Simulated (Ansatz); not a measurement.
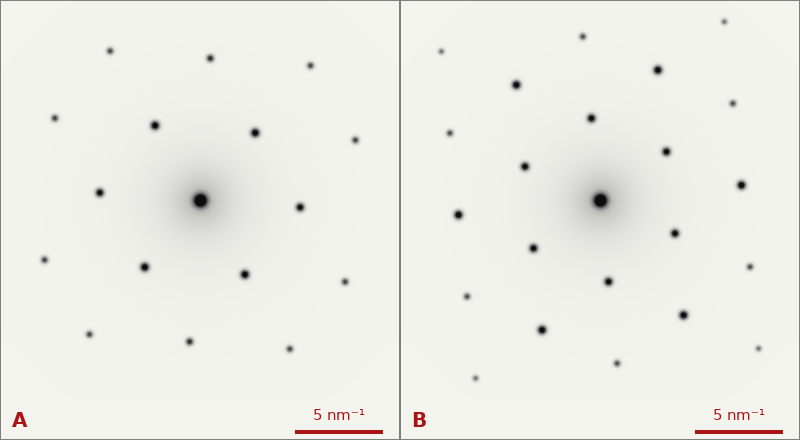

Kinematic electron diffraction patterns (120 kV, B = 0.5 Å², same scale, each along a low-index zone) of two structures of composition Ni, each relaxed at zero pressure with Ansatz, DFT PBEsol, scalar-relativistic, plane waves, PAW. Each run keeps the magnetic state that it reached.

The structures (standard cells):
1. Fm-3m (No. 225), a = 3.463 Å, 4 atoms; generated start, possibly hypothetical
2. P6_3/mmc (No. 194), a = 2.445 Å, c = 4.021 Å (hexagonal axes), 2 atoms; generated start, possibly hypothetical

Question: Which pattern belongs to which structure, and along which zone?

Answer: A is structure 1 along [110] or an equivalent direction: centred rectangular net of -1 1 -1 at d = 2.00 Å and -1 1 1 at d = 2.00 Å, 70.5° apart. B is structure 2 along [001]: hexagonal net of 1 -1 0 at d = 2.12 Å and 1 0 0 at d = 2.12 Å, 60.0° apart.

Question: Which structure lies lowest at this level of theory, and by how much?

Answer: Structure 1 (Fm-3m, 10.38 Å³ an atom) is the lowest of these; structure 2 (P6_3/mmc, 10.41 Å³ an atom) lies about 28 meV an atom higher. These are static energies at 0 K; other structures, not shown, may lie lower still.
